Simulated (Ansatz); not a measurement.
## Au: geometry relaxation (part 1 of 3)

System: Au (slab, 12 atoms in the cell).
Method: DFT PBE+D3(BJ), scalar-relativistic, plane waves, PAW, no spin polarisation (Ansatz 0.2.0).

The structure derives from an entry of the Crystallography Open Database. The input holds or restrains some coordinates. Forces given for the steps count only the free coordinates. It belongs to a series of runs on one base structure; here: clean slab, lower planes held. Figures and captions count atoms from 1; the log counts them from 0 in places.

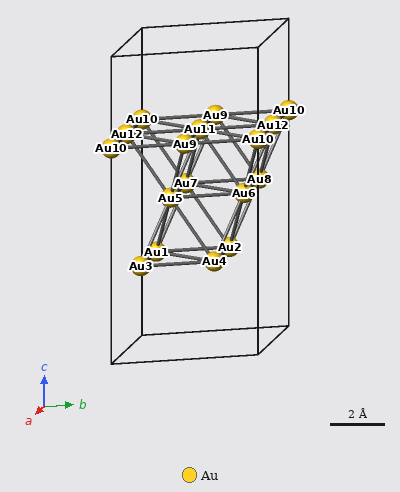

Figure 1. The input geometry (ball-and-stick view of the cell of the calculation, with the vacuum cut short, seen slightly off an axis; atoms are numbered from 1 in the order of the input). An atom can appear more than once, as a periodic image.

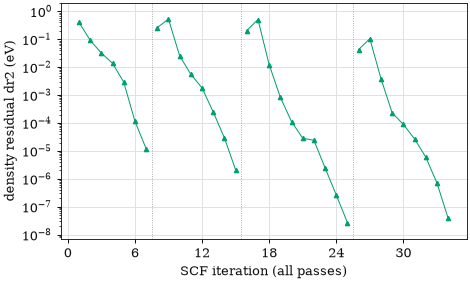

Figure 2. Convergence of the self-consistent field: density residual dr2 against the SCF iteration. The dotted lines part the SCF passes of the relaxation: geometry steps, rejected trials and re-solves on a re-selected basis. The passes take 7, 8, 10 and 9 iterations.

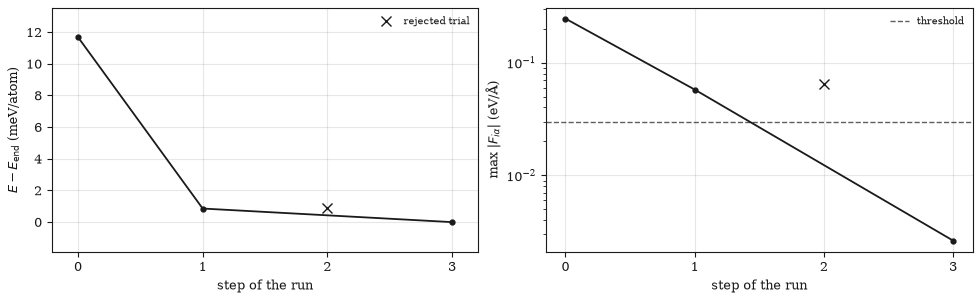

Figure 3. Progress of the restrained relaxation, step by step (the first geometry is step 0 here and step 1 in the log).

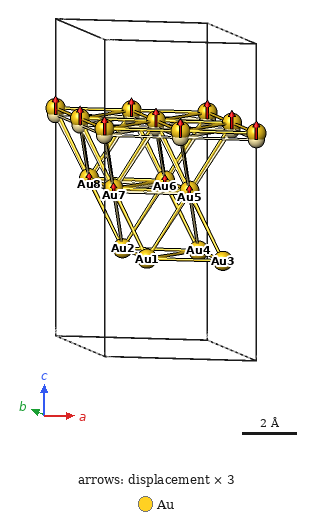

Figure 4. Start (faint) and end (solid) with the displacements as red arrows, magnified 3 times (ball-and-stick view of the cell of the calculation, with the vacuum cut short, seen slightly off an axis). After 3 geometry steps the energy has fallen by 11.7 meV per atom. Largest force component: 0.25 eV/Å at the start, 0.0026 eV/Å at the end. The line search rejected the trial step at point 2 (counted from 0) and went back. The largest moves, 0.25 Å, are those of Au9, Au10, Au11 and Au12. The lattice vectors keep their values. Distances before and after: Au1–Au5 2.901 → 3.004 Å. (Atoms are counted from 1 in the order of the input.)

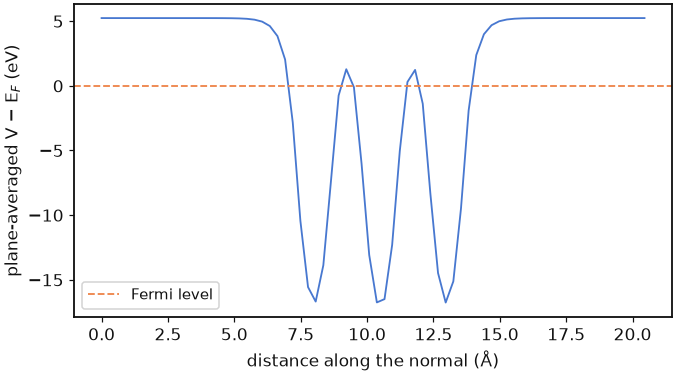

Figure 5. Plane average of the electrostatic potential energy of an electron across the cell, from the Fermi level. The vacuum level lies 5.24 eV above the Fermi level.

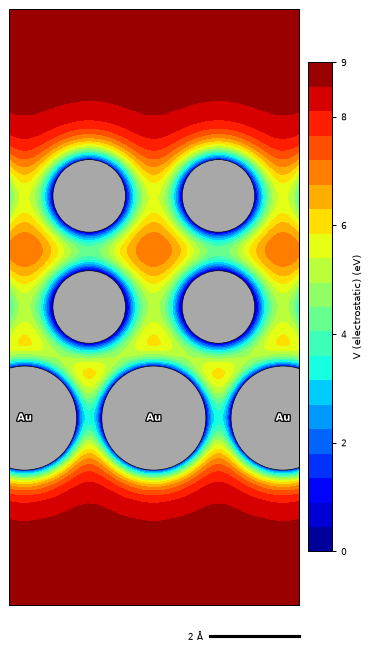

Figure 6. Electrostatic potential (local pseudopotential plus Hartree) felt by an electron on the (100) plane of the calculation cell, a cut from vacuum to vacuum. Grey discs, where drawn, cover atomic cores. Atoms in the plane: Au. In a PAW calculation such maps are meaningful between the atoms, not at the nuclei.

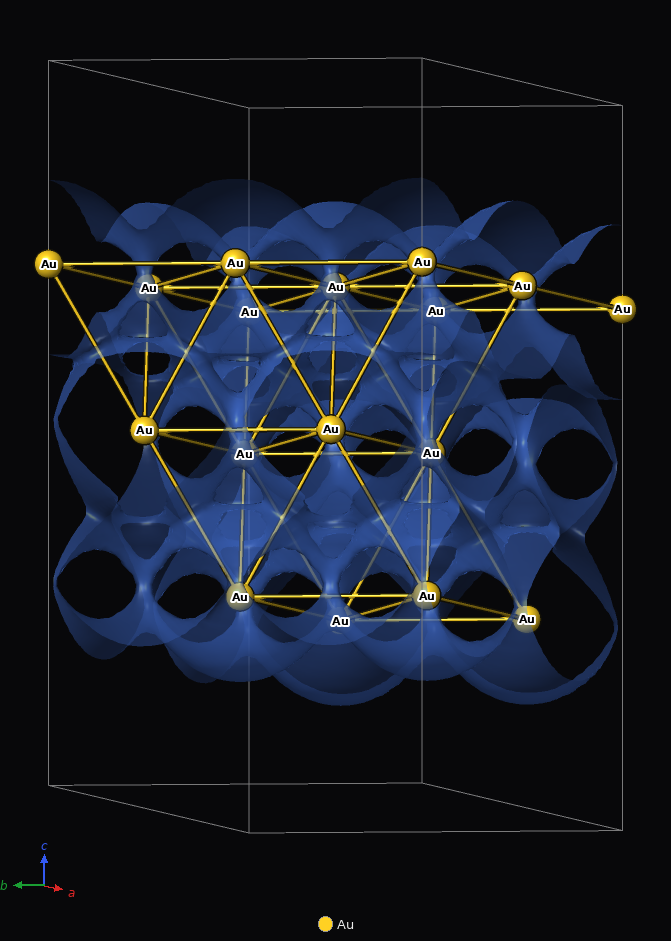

Figure 7. Isosurface of the valence charge density (pseudo) at 0.2 e/Å³ (blue), seen at an oblique angle. Sticks mark near contacts. At this value the density is joined into sheets; it holds about 95 % of the electrons treated as valence (semicore included). On the grid the lowest density along these lines, outside the cores, is 0.27 e/Å³ (Au–Au, 2.90 Å) and 0.23 e/Å³ (Au–Au, 3.00 Å).

These pictures come from the run below.

**Input**
```yaml
crystal:
  lattice:
    - [5.8027911561, 0.0, 0.0]
    - [-2.901395578, 5.025364554, 0.0]
    - [0.0, 0.0, 20.7379591388]
  atoms:
    - { symbol: Au, position: [0.3333333333, 0.1666666667, 0.3857660219] }
    - { symbol: Au, position: [0.3333333333, 0.6666666667, 0.3857660219] }
    - { symbol: Au, position: [0.8333333333, 0.1666666667, 0.3857660219] }
    - { symbol: Au, position: [0.8333333333, 0.6666666667, 0.3857660219] }
    - { symbol: Au, position: [0.6666666667, 0.3333333333, 0.5] }
    - { symbol: Au, position: [0.6666666667, 0.8333333333, 0.5] }
    - { symbol: Au, position: [0.1666666667, 0.3333333333, 0.5] }
    - { symbol: Au, position: [0.1666666667, 0.8333333333, 0.5] }
    - { symbol: Au, position: [0.0, 0.5, 0.6142339781] }
    - { symbol: Au, position: [0.0, 0.0, 0.6142339781] }
    - { symbol: Au, position: [0.5, 0.5, 0.6142339781] }
    - { symbol: Au, position: [0.5, 0.0, 0.6142339781] }
basis:
  ecutwfc: 420
kpoints:
  mp_grid: { grid: [4, 4, 1] }
hamiltonian:
  xc: pbe
  dispersion: d3bj
scf:
  occupations: { method: gaussian, width: 0.1 }
output:
  forces: true
  eigenvalues: true
  write_density: true
  write_potential: true
  elf: true
  volumetric_format: npy
relax:
  adjacent_minimum: "off"
  f_tol: 0.03
  max_steps: 70
  constraints: [{ sites: [0, 1, 2, 3] }]
efield:
  axis: 3
  dipole_correction: true
  ramp_width: 0.04
```

Launch command:
```bash
ansatz run input.yaml --threads 4 --pin off --max-ram 10240MiB --backend cpu --events-out ev --progress --plain --runs-dir out
```

**The program's output**
```
Engine: ansatz 0.2.0, x86_64-unknown-linux-gnu
Pseudopotentials: kind: paw
Pseudopotential: Au, paw, valence charge 19, recommended cutoff 420 eV (normal), Au.paw.azcp
Functional definition: PBE
  parameter kappa = 0.804
  parameter beta = 0.06672455060314922
  exchange = pbe_x(kappa = kappa, mu = beta*pi^2/3)
  correlation = pbe_c(beta = beta)
Crystal: 12 atoms, lattice volume = 604.743 Å³
Basis set: ecut = 420 eV, 11829 PW (Γ), exchange–correlation on 80×80×288 points (8 copies of the dense FFT grid, shifted against one another)
Bands: 137, of which v1, the nominal top of the filled ones, is band 114 counted from 1 (113 counted from 0)
Symmetry: 24 space group operations
k-points: 4 of 16 (time reversal used)
Non-local potential: Au, projectors of the file, l = 0: 3, l = 1: 2, l = 2: 2, l = 3: 1
PAW form: soft (Blöchl's): semilocal exchange-correlation on the pseudo side does not see the compensation charge
PAW one-centre angular grid: Au, 590 points (default); XC on 64 Gauss nodes
Initial density: superposition of atomic densities (neutral atoms: chi_scale 0, normalization atom), corrected by the library's trained network
Initial wavefunctions: pseudopotential atomic-orbital guess
Functional: x = pbe(κ = 0.804, μ = 0.2195149727645171), c = pbe(β = 0.06672455060314922)
SCF iter   1: F=—  HF=-157794.590598 eV  |F-HF|=—  |Δ(HF+E_count)|=         —  Δρ=2.68e-3  dr2=4.02e-1  ethr=1.77e-3  p=0.000 e·Å  D=3.02e-14 V/Å  ΔV_dip=-0.00 eV  dr2_dipole=2.20e-8  V_vac-E_F(+/−)=4.74/4.74 eV  ⟨swp⟩=7.0  Hψ=2232  notcnv=0  defer=17
efield: sawtooth ramp at fractional position 0.9800 (placed from the atoms, in the widest stretch of the axis that holds none; the zero of the levels goes with the place), width 0.0400; the density the first Hamiltonian is built on has a dipole p = 0.000 e·Å; the dipole correction subtracts the counter field D = 3.02e-14 V/Å, which shifts the + side's vacuum level by -0.00 eV against the − side's; the planar-averaged density in the ramp window peaks in size at 2.3e-5 e/Å³
preconditioner: auto → LDOS  [metal: Δε(μ)=0.043 eV  Ē_g=8.569 eV  σ=0.100 eV  W_gap=0.24  n_scr=122 (ndim 8)  ℏωp=17.3 eV  f_vac=0.600  D(μ)=15.60/eV (n_scr^D=80)  β→1.0]
SCF iter   2: F=—  HF=-157794.598451 eV  |F-HF|=—  |Δ(HF+E_count)|=   7.85e-3  Δρ=3.19e-3  dr2=9.22e-2  ethr=1.76e-4  p=0.000 e·Å  D=3.80e-6 V/Å  ΔV_dip=-0.00 eV  dr2_dipole=1.63e-6  V_vac-E_F(+/−)=5.07/5.07 eV  ⟨swp⟩=2.0  Hψ=921  notcnv=0  defer=57
SCF iter   3: F=—  HF=-157794.582223 eV  |F-HF|=—  |Δ(HF+E_count)|=   1.62e-2  Δρ=9.63e-4  dr2=3.21e-2  ethr=4.04e-5  p=0.000 e·Å  D=2.85e-5 V/Å  ΔV_dip=-0.00 eV  dr2_dipole=1.17e-7  V_vac-E_F(+/−)=5.06/5.06 eV  ⟨swp⟩=2.0  Hψ=749  notcnv=0  defer=57
SCF iter   4: F=—  HF=-157794.580202 eV  |F-HF|=—  |Δ(HF+E_count)|=   2.02e-3  Δρ=6.98e-4  dr2=1.38e-2  ethr=1.41e-5  p=-0.000 e·Å  D=-2.15e-5 V/Å  ΔV_dip=0.00 eV  dr2_dipole=2.88e-7  V_vac-E_F(+/−)=5.11/5.11 eV  ⟨swp⟩=2.0  Hψ=526  notcnv=0  defer=57
SCF iter   5: F=—  HF=-157794.579069 eV  |F-HF|=—  |Δ(HF+E_count)|=   1.13e-3  Δρ=3.09e-4  dr2=2.92e-3  ethr=6.06e-6  p=0.000 e·Å  D=1.63e-5 V/Å  ΔV_dip=-0.00 eV  dr2_dipole=3.94e-7  V_vac-E_F(+/−)=5.15/5.15 eV  ⟨swp⟩=2.0  Hψ=727  notcnv=0  defer=57
SCF iter   6: F=—  HF=-157794.578764 eV  |F-HF|=—  |Δ(HF+E_count)|=   3.05e-4  Δρ=1.08e-4  dr2=1.17e-4  ethr=1.28e-6  p=-0.000 e·Å  D=-3.45e-5 V/Å  ΔV_dip=0.00 eV  dr2_dipole=9.47e-7  V_vac-E_F(+/−)=5.15/5.15 eV  ⟨swp⟩=2.0  Hψ=752  notcnv=0  defer=57
SCF iter   7: F=-157794.578744 eV  HF=-157794.578748 eV  |F-HF|=3.34e-6  |Δ(HF+E_count)|=   1.61e-5  Δρ=3.47e-5  dr2=1.21e-5  ethr=9.87e-9  p=0.000 e·Å  D=2.24e-5 V/Å  ΔV_dip=-0.00 eV  dr2_dipole=4.88e-7  V_vac-E_F(+/−)=5.15/5.15 eV  ⟨swp⟩=23.5  Hψ=6094  notcnv=0
SCF 1 converged in 7 iterations: F = -157794.578744 eV  dr2 = 1.21e-5
  greatest PAW one-centre occupation: 1.000 electrons in one spin orbital (limit 2), on the Au atom at site 3 (counted from 0), in its partial waves of l = 0
relax step   1: F+E_penalty+E_count = -157794.57874437 eV  Δ(F+E_penalty+E_count) = +0.000e0 eV  max|allowed force component| = 2.454e-1 eV/Å  Δτ_max = 0.0000 Å  (7 SCF iters, dr2 threshold 2.25e-5 eV, accepted)
Initial density: handed on by an earlier stage of this run
Initial wavefunctions: those handed on with the density
iter 1 solved again at ethr=1.15e-4 eV; its pass at ethr=3.10e-3 eV (dr2=2.63e-1 eV) is discarded
SCF iter   1: F=—  HF=-157794.781194 eV  |F-HF|=—  |Δ(HF+E_count)|=         —  Δρ=6.54e-3  dr2=2.61e-1  ethr=1.15e-4  p=0.000 e·Å  D=2.69e-5 V/Å  ΔV_dip=-0.00 eV  dr2_dipole=2.64e-2  V_vac-E_F(+/−)=5.14/5.14 eV  ⟨swp⟩=2.0  Hψ=2129  notcnv=0  defer=61
efield: sawtooth ramp at fractional position 0.9800 (handed on by an earlier solve), width 0.0400; the density the first Hamiltonian is built on has a dipole p = 0.000 e·Å; the dipole correction subtracts the counter field D = 2.69e-5 V/Å, which shifts the + side's vacuum level by -0.00 eV against the − side's; the planar-averaged density in the ramp window peaks in size at 9.4e-6 e/Å³
preconditioner: auto → LDOS  [insulator: Δε(μ)=0.239 eV  Ē_g=8.526 eV  σ=0.100 eV  W_gap=0.82  n_scr=122 (ndim 8)  ℏωp=17.3 eV  f_vac=0.591  D(μ)=8.25/eV (n_scr^D=52)  ε∞_Penn≈5.1  β→1.0]
SCF iter   2: F=—  HF=-157794.800440 eV  |F-HF|=—  |Δ(HF+E_count)|=   1.92e-2  Δρ=4.63e-3  dr2=5.28e-1  ethr=1.14e-4  p=0.071 e·Å  D=2.11e-2 V/Å  ΔV_dip=-0.44 eV  dr2_dipole=1.71e-1  V_vac-E_F(+/−)=4.96/5.40 eV  ⟨swp⟩=2.0  Hψ=873  notcnv=0  defer=61  recentre
SCF iter   3: F=—  HF=-157794.713110 eV  |F-HF|=—  |Δ(HF+E_count)|=   8.73e-2  Δρ=1.67e-3  dr2=2.54e-2  ethr=1.14e-4  p=-0.013 e·Å  D=-3.91e-3 V/Å  ΔV_dip=0.08 eV  dr2_dipole=4.19e-3  V_vac-E_F(+/−)=5.30/5.22 eV  ⟨swp⟩=2.0  Hψ=851  notcnv=0  defer=61
SCF iter   4: F=—  HF=-157794.708866 eV  |F-HF|=—  |Δ(HF+E_count)|=   4.24e-3  Δρ=4.15e-4  dr2=5.54e-3  ethr=1.12e-5  p=0.003 e·Å  D=9.26e-4 V/Å  ΔV_dip=-0.02 eV  dr2_dipole=6.70e-4  V_vac-E_F(+/−)=5.25/5.27 eV  ⟨swp⟩=2.2  Hψ=750  notcnv=0  defer=61
SCF iter   5: F=—  HF=-157794.708249 eV  |F-HF|=—  |Δ(HF+E_count)|=   6.17e-4  Δρ=2.12e-4  dr2=1.81e-3  ethr=2.43e-6  p=-0.002 e·Å  D=-4.56e-4 V/Å  ΔV_dip=0.01 eV  dr2_dipole=1.04e-5  V_vac-E_F(+/−)=5.27/5.26 eV  ⟨swp⟩=2.0  Hψ=736  notcnv=0  defer=61
SCF iter   6: F=—  HF=-157794.708750 eV  |F-HF|=—  |Δ(HF+E_count)|=   5.01e-4  Δρ=1.24e-4  dr2=2.48e-4  ethr=7.94e-7  p=-0.001 e·Å  D=-1.96e-4 V/Å  ΔV_dip=0.00 eV  dr2_dipole=1.40e-5  V_vac-E_F(+/−)=5.27/5.27 eV  ⟨swp⟩=2.2  Hψ=704  notcnv=0  defer=66
SCF iter   7: F=—  HF=-157794.708714 eV  |F-HF|=—  |Δ(HF+E_count)|=   3.59e-5  Δρ=4.06e-5  dr2=2.94e-5  ethr=1.09e-7  p=-0.001 e·Å  D=-2.92e-4 V/Å  ΔV_dip=0.01 eV  dr2_dipole=2.94e-8  V_vac-E_F(+/−)=5.27/5.27 eV  ⟨swp⟩=2.0  Hψ=750  notcnv=0  defer=66
SCF iter   8: F=-157794.708717 eV  HF=-157794.708718 eV  |F-HF|=3.99e-7  |Δ(HF+E_count)|=   3.66e-6  Δρ=1.39e-5  dr2=2.11e-6  ethr=1.65e-9  p=-0.001 e·Å  D=-3.44e-4 V/Å  ΔV_dip=0.01 eV  dr2_dipole=2.60e-7  V_vac-E_F(+/−)=5.28/5.27 eV  ⟨swp⟩=22.2  Hψ=5568  notcnv=0
SCF 2 converged in 8 iterations: F = -157794.708717 eV  dr2 = 2.11e-6
  greatest PAW one-centre occupation: 1.000 electrons in one spin orbital (limit 2), on the Au atom at site 11 (counted from 0), in its partial waves of l = 0
relax step   2: F+E_penalty+E_count = -157794.70871716 eV  Δ(F+E_penalty+E_count) = -1.300e-1 eV  max|allowed force component| = 5.770e-2 eV/Å  Δτ_max = 0.1945 Å  (8 SCF iters, dr2 threshold 3.76e-6 eV, accepted)
SCF iter   1: F=—  HF=-157794.743300 eV  |F-HF|=—  |Δ(HF+E_count)|=         —  Δρ=4.32e-3  dr2=2.05e-1  ethr=4.80e-4  p=-0.001 e·Å  D=-3.49e-4 V/Å  ΔV_dip=0.01 eV  dr2_dipole=4.91e-2  V_vac-E_F(+/−)=5.24/5.24 eV  ⟨swp⟩=5.0  Hψ=1357  notcnv=0  defer=62
efield: sawtooth ramp at fractional position 0.9800 (handed on by an earlier solve), width 0.0400; the density the first Hamiltonian is built on has a dipole p = -0.001 e·Å; the dipole correction subtracts the counter field D = -3.49e-4 V/Å, which shifts the + side's vacuum level by +0.01 eV against the − side's; the planar-averaged density in the ramp window peaks in size at 8.5e-6 e/Å³
preconditioner: auto → LDOS  [insulator: Δε(μ)=0.356 eV  Ē_g=8.481 eV  σ=0.100 eV  W_gap=0.82  n_scr=122 (ndim 8)  ℏωp=17.3 eV  f_vac=0.586  D(μ)=7.95/eV (n_scr^D=40)  ε∞_Penn≈5.2  β→1.0]
SCF iter   2: F=—  HF=-157794.796692 eV  |F-HF|=—  |Δ(HF+E_count)|=   5.34e-2  Δρ=4.46e-3  dr2=5.08e-1  ethr=8.99e-5  p=0.085 e·Å  D=2.53e-2 V/Å  ΔV_dip=-0.52 eV  dr2_dipole=1.69e-1  V_vac-E_F(+/−)=4.77/5.29 eV  ⟨swp⟩=2.2  Hψ=1027  notcnv=0  defer=66  recentre
SCF iter   3: F=—  HF=-157794.709920 eV  |F-HF|=—  |Δ(HF+E_count)|=   8.68e-2  Δρ=1.18e-3  dr2=1.24e-2  ethr=8.99e-5  p=-0.000 e·Å  D=-1.60e-5 V/Å  ΔV_dip=0.00 eV  dr2_dipole=2.69e-3  V_vac-E_F(+/−)=5.21/5.21 eV  ⟨swp⟩=2.0  Hψ=868  notcnv=0  defer=66
SCF iter   4: F=—  HF=-157794.707772 eV  |F-HF|=—  |Δ(HF+E_count)|=   2.15e-3  Δρ=2.34e-4  dr2=8.34e-4  ethr=5.43e-6  p=0.004 e·Å  D=1.23e-3 V/Å  ΔV_dip=-0.03 eV  dr2_dipole=1.95e-5  V_vac-E_F(+/−)=5.18/5.21 eV  ⟨swp⟩=2.8  Hψ=885  notcnv=0  defer=66
SCF iter   5: F=—  HF=-157794.707710 eV  |F-HF|=—  |Δ(HF+E_count)|=   6.21e-5  Δρ=6.62e-5  dr2=1.12e-4  ethr=3.66e-7  p=0.001 e·Å  D=4.33e-4 V/Å  ΔV_dip=-0.01 eV  dr2_dipole=2.27e-5  V_vac-E_F(+/−)=5.19/5.20 eV  ⟨swp⟩=2.2  Hψ=735  notcnv=0  defer=66
SCF iter   6: F=—  HF=-157794.707607 eV  |F-HF|=—  |Δ(HF+E_count)|=   1.03e-4  Δρ=3.91e-5  dr2=2.85e-5  ethr=4.91e-8  p=0.002 e·Å  D=6.61e-4 V/Å  ΔV_dip=-0.01 eV  dr2_dipole=7.31e-7  V_vac-E_F(+/−)=5.19/5.21 eV  ⟨swp⟩=2.0  Hψ=713  notcnv=0  defer=66
SCF iter   7: F=—  HF=-157794.708237 eV  |F-HF|=—  |Δ(HF+E_count)|=   6.30e-4  Δρ=1.90e-5  dr2=2.40e-5  ethr=1.25e-8  p=0.002 e·Å  D=5.28e-4 V/Å  ΔV_dip=-0.01 eV  dr2_dipole=5.23e-6  V_vac-E_F(+/−)=5.19/5.20 eV  ⟨swp⟩=2.0  Hψ=805  notcnv=0  defer=66
SCF iter   8: F=—  HF=-157794.708235 eV  |F-HF|=—  |Δ(HF+E_count)|=   1.64e-6  Δρ=1.05e-5  dr2=2.47e-6  ethr=1.05e-8  p=0.002 e·Å  D=6.22e-4 V/Å  ΔV_dip=-0.01 eV  dr2_dipole=2.40e-7  V_vac-E_F(+/−)=5.19/5.20 eV  ⟨swp⟩=2.0  Hψ=579  notcnv=0  defer=66
SCF iter   9: F=—  HF=-157794.708235 eV  |F-HF|=—  |Δ(HF+E_count)|=   3.37e-8  Δρ=4.02e-6  dr2=2.63e-7  ethr=1.08e-9  p=0.002 e·Å  D=6.17e-4 V/Å  ΔV_dip=-0.01 eV  dr2_dipole=1.18e-8  V_vac-E_F(+/−)=5.19/5.20 eV  ⟨swp⟩=2.0  Hψ=720  notcnv=0  defer=66
SCF iter  10: F=-157794.708235 eV  HF=-157794.708235 eV  |F-HF|=4.49e-8  |Δ(HF+E_count)|=   1.45e-7  Δρ=1.46e-6  dr2=2.69e-8  ethr=4.39e-11  p=0.002 e·Å  D=6.22e-4 V/Å  ΔV_dip=-0.01 eV  dr2_dipole=4.11e-9  V_vac-E_F(+/−)=5.19/5.20 eV  ⟨swp⟩=21.2  Hψ=4606  notcnv=0
SCF 3 converged in 10 iterations: F = -157794.708235 eV  dr2 = 2.69e-8
relax step   3: F+E_penalty+E_count = -157794.70823540 eV  Δ(F+E_penalty+E_count) = +4.818e-4 eV  max|allowed force component| = 6.465e-2 eV/Å  Δτ_max = 0.1137 Å  (10 SCF iters, rejected (line search))
```
